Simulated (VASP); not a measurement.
## From Tl to Sc

System: Tl (Im-3m, 1 atom in the cell).
Method of run 1: Kohn-Sham DFT of a periodic cell, PBE, VASP PAW PBE potentials, recommended, no spin polarisation (VASP 6.6.1).
System of run 2: Sc (Im-3m, 1 atom in the cell).

On run 1: The structure derives from an entry of the Crystallography Open Database. On run 2: The structure derives from an entry of the Crystallography Open Database. It belongs to a series of runs on one base structure; here: Tl replaced by Sc, lengths x 1.103, a random strain and shift of atoms within the space group. 

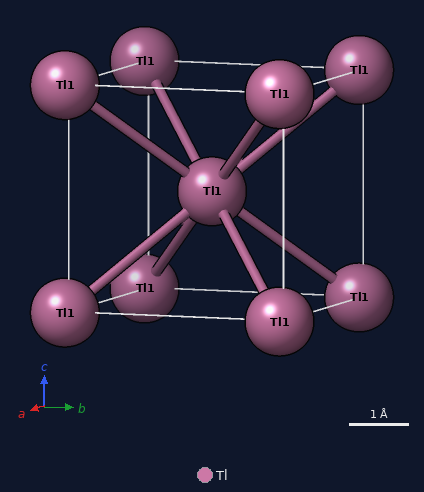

Figure 1. The structure (ball-and-stick view of the cell 2 times as large as that of the calculation, set on its symmetry axes, seen slightly off an axis; atoms are numbered from 1 in the order of the input). Near neighbours in the crystal (not all of them lie inside the picture): Tl has 8 Tl at 3.36 Å.

## INCAR, run 1
```
PREC = Accurate
ENCUT = 520
EDIFF = 1E-6
ISMEAR = 0
SIGMA = 0.1
LREAL = F
LASPH = T
NELM = 100
ALGO = Normal
ISIF = 2
LWAVE = F
LCHARG = T
GGA = PE
LELF = T
LVHAR = T
NBANDS = 12
```

## KPOINTS, run 1
```
regular mesh
0
Gamma
  14 14 14
```

## POSCAR, run 1
```
Tl
1.0
   -1.9410000000      1.9410000000      1.9410000000
    1.9410000000     -1.9410000000      1.9410000000
    1.9410000000      1.9410000000     -1.9410000000
Tl
1
Direct
   -0.0356594539     -0.0329804225     -0.0535239567
```

Launched with:
```bash
cat potpaw_PBE.64/Tl_d/POTCAR > POTCAR
mpirun -np 1 vasp_std > vasp.out
```

Hardware: 1 thread of AMD EPYC (Zen 3), 64 GiB of memory available, shared host.

## OSZICAR and lines of OUTCAR (run 1)
```
N       E                     dE             d eps       ncg     rms          rms(c)
DAV:   1     0.535094543885E+02    0.53509E+02   -0.67315E+03  2576   0.945E+02
DAV:   2    -0.158721745718E+01   -0.55097E+02   -0.54054E+02  2812   0.219E+02
DAV:   3    -0.223279724606E+01   -0.64558E+00   -0.64498E+00  2960   0.215E+01
DAV:   4    -0.223585615161E+01   -0.30589E-02   -0.30588E-02  2792   0.171E+00
DAV:   5    -0.223589434695E+01   -0.38195E-04   -0.38195E-04  2928   0.185E-01    0.206E+00
DAV:   6    -0.221404546465E+01    0.21849E-01   -0.34830E-02  2692   0.175E+00    0.146E+00
DAV:   7    -0.221020755934E+01    0.38379E-02   -0.11902E-02  2768   0.101E+00    0.605E-01
DAV:   8    -0.221000312913E+01    0.20443E-03   -0.50603E-04  2792   0.213E-01    0.317E-02
DAV:   9    -0.221000632055E+01   -0.31914E-05   -0.48719E-06  2848   0.223E-02    0.108E-02
DAV:  10    -0.221000870500E+01   -0.23845E-05   -0.19864E-06  2780   0.133E-02    0.754E-04
DAV:  11    -0.221000872043E+01   -0.15427E-07   -0.47861E-08  1396   0.170E-03
   1 F= -.22100087E+01 E0= -.22089561E+01  d E =-.210524E-02
[... from OUTCAR:]
  free energy    TOTEN  =        -2.21000872 eV
  energy without entropy =       -2.20790348  energy(sigma->0) =       -2.20895610
 E-fermi :   6.3799     XC(G=0): -10.0805     alpha+bet :-11.5517
  free  energy   TOTEN  =        -2.2100087204 eV
  energy  without entropy=       -2.2079034761  energy(sigma->0) =       -2.20895610
```

The input of run 2 differs as follows (lines with − go, lines with + come):
```diff
+ALGO = Fast
+EDIFF = 1E-7
+LCHARG = F
-EDIFF = 1E-6
-ALGO = Normal
-LCHARG = T
-LELF = T
-LVHAR = T
-regular mesh
+k-points
-  14 14 14
+  6 6 6
-Tl
+Sc
-   -1.9410000000      1.9410000000      1.9410000000
-    1.9410000000     -1.9410000000      1.9410000000
-    1.9410000000      1.9410000000     -1.9410000000
-Tl
+   -2.0767254290      2.0767254290      2.0767254290
+    2.0767254290     -2.0767254290      2.0767254290
+    2.0767254290      2.0767254290     -2.0767254290
+Sc
-   -0.0356594539     -0.0329804225     -0.0535239567
+    0.0000000000      0.0000000000      0.0000000000
```

How does run 2 compare with run 1?

The total energies belong to different systems, so their difference says nothing on which is more stable or more accurate. The pressure goes from 2.15 to −10.29 GPa. The volume per atom goes from 29.25 to 35.83 Å³. The SCF takes 16 iterations against 11. The irreducible k-points go from 104 to 16. The plane waves at Γ go from 798.0 to 978.0. On the same kind of shared host run 2 took about 0.34 times as long.

## OSZICAR and lines of OUTCAR (run 2)
```
N       E                     dE             d eps       ncg     rms          rms(c)
DAV:   1     0.770361622029E+02    0.77036E+02   -0.49103E+03   384   0.829E+02
DAV:   2    -0.520719381468E+01   -0.82243E+02   -0.80904E+02   384   0.277E+02
DAV:   3    -0.678624161854E+01   -0.15790E+01   -0.15488E+01   536   0.511E+01
DAV:   4    -0.680816079631E+01   -0.21919E-01   -0.21671E-01   488   0.450E+00
DAV:   5    -0.680839662771E+01   -0.23583E-03   -0.23583E-03   488   0.458E-01    0.473E+00
RMM:   6    -0.576661995678E+01    0.10418E+01   -0.11171E+00   394   0.126E+01    0.166E+00
RMM:   7    -0.571784515100E+01    0.48775E-01   -0.10921E+00   478   0.736E+00    0.121E+00
RMM:   8    -0.571982490874E+01   -0.19798E-02   -0.21916E-01   395   0.630E+00    0.880E-01
RMM:   9    -0.569419041185E+01    0.25634E-01   -0.60248E-02   405   0.274E+00    0.212E-01
RMM:  10    -0.569312130124E+01    0.10691E-02   -0.78087E-03   467   0.970E-01    0.809E-02
RMM:  11    -0.569321864291E+01   -0.97342E-04   -0.18412E-03   488   0.313E-01    0.574E-02
RMM:  12    -0.569313649238E+01    0.82151E-04   -0.33793E-04   437   0.238E-01    0.466E-03
RMM:  13    -0.569314556821E+01   -0.90758E-05   -0.85162E-05   522   0.854E-02    0.665E-03
RMM:  14    -0.569314639223E+01   -0.82402E-06   -0.89521E-06   486   0.320E-02    0.271E-03
RMM:  15    -0.569314670169E+01   -0.30946E-06   -0.25841E-06   447   0.176E-02    0.143E-03
RMM:  16    -0.569314669947E+01    0.22185E-08   -0.36117E-07   366   0.682E-03
   1 F= -.56931467E+01 E0= -.56831455E+01  d E =-.200023E-01
[... from OUTCAR:]
  free energy    TOTEN  =        -5.69314670 eV
  energy without entropy =       -5.67314436  energy(sigma->0) =       -5.68314553
 E-fermi :   1.8304     XC(G=0):  -8.4929     alpha+bet : -7.2562
  free  energy   TOTEN  =        -5.6931466995 eV
  energy  without entropy=       -5.6731443639  energy(sigma->0) =       -5.68314553
```

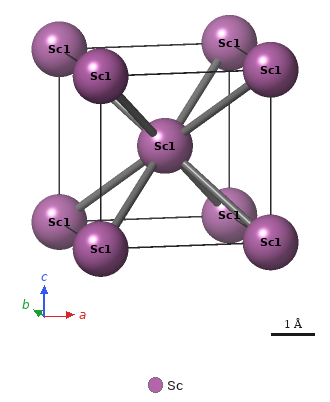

Figure 2. The input structure of run 2 (ball-and-stick view of the cell 2 times as large as that of the calculation, set on its symmetry axes, seen slightly off an axis; atoms are numbered from 1 in the order of the input).

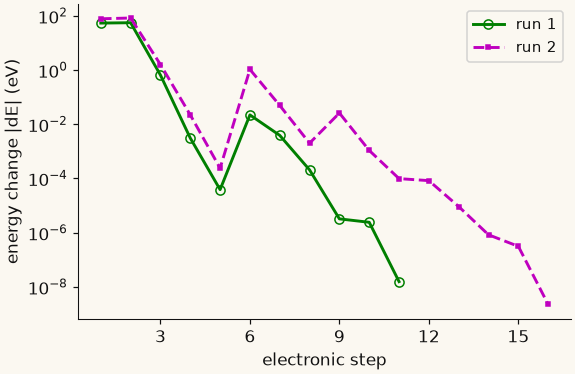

Figure 3. Convergence of the two runs: energy change |dE| against the electronic step. Run 1 takes 11 steps in all, and run 2 takes 16.

## The two runs side by side

| quantity | run 1 | run 2 |
| --- | --- | --- |
| outcome | converged | converged |
| free energy per atom (eV) | −2.2100 | −5.6931 |
| energy per atom, smearing taken to zero (eV) | −2.2090 | −5.6831 |
| gap on the mesh (eV) | 0.00 | 0.00 |
| pressure (GPa) | 2.15 | −10.29 |
| volume per atom (Å³) | 29.25 | 35.83 |
| largest force (eV/Å) | 0.000 | 0.000 |
| SCF iterations | 11 | 16 |
| irreducible k-points | 104 | 16 |
| plane waves at Γ | 798 | 978 |

For run 1: Spin–orbit coupling is left out, which matters for Tl. For run 2: The cell is under a tension of 10.3 GPa at this level, so it is not at its equilibrium volume.
